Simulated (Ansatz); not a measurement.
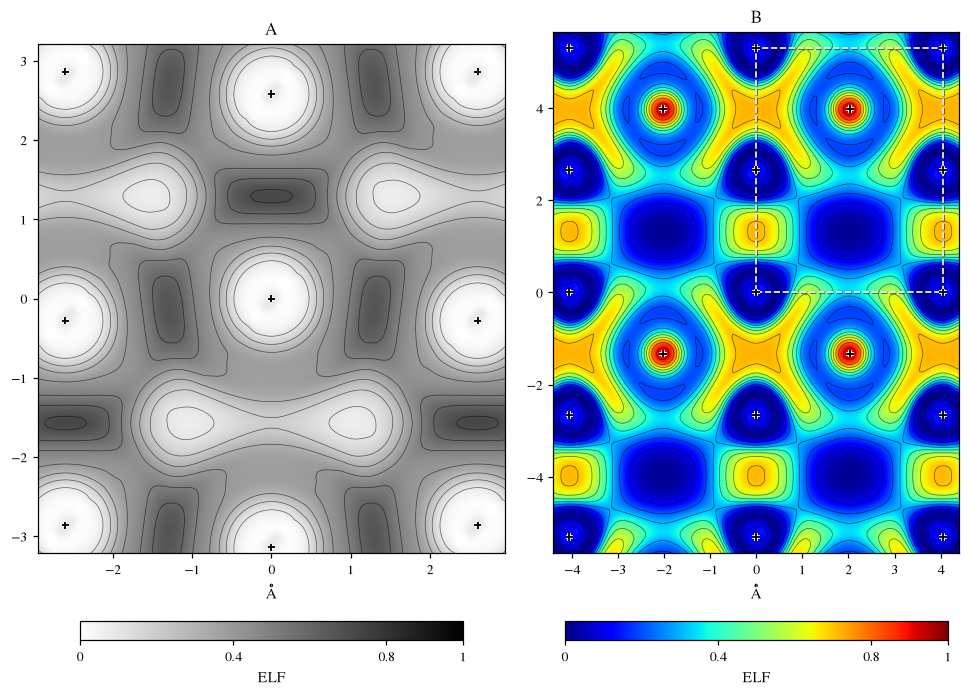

The ELF of 2 systems, each on a plane through atoms (crosses mark nuclei in the plane).

These are results of DFT r2SCAN, scalar-relativistic, plane waves, PAW in Ansatz 0.2.0, not measurements.

System 1: Ge, the (001) plane of the conventional cell. Space group Fmmm; a structure from a database of computed crystals, not necessarily the ambient phase.

System 2: Al₂Cu, the (010) plane of the conventional cell. Space group I4/mmm; a structure from a database of computed crystals, not necessarily the ambient phase; changed on purpose from its base cell (strain -0.0750 x Voigt [0, 0, 1, 0, 0, 0], atoms carried along); computed pressure about 10 GPa in this cell; computed without spin polarisation.

```
CELL_PARAMETERS angstrom
4.05472 0.00000 0.00000
0.00000 4.05472 0.00000
0.00000 0.00000 5.30393
ATOMIC_POSITIONS crystal
Al 0.00000 0.50000 0.25000
Al 0.50000 0.00000 0.75000
Al 0.50000 0.00000 0.25000
Al 0.00000 0.50000 0.75000
Cu 0.00000 0.00000 0.50000
Cu 0.50000 0.50000 0.00000
```

> Which map belongs to which system?

Panel A is system 1, Ge: the plane holds Ge. Ge–Ge (2.58 Å): the ELF peaks at about 0.70 between the atoms. Panel B is system 2, Al₂Cu: the plane holds Al and Cu. Al–Cu (2.42 Å): the ELF peaks at about 0.70 between the atoms.
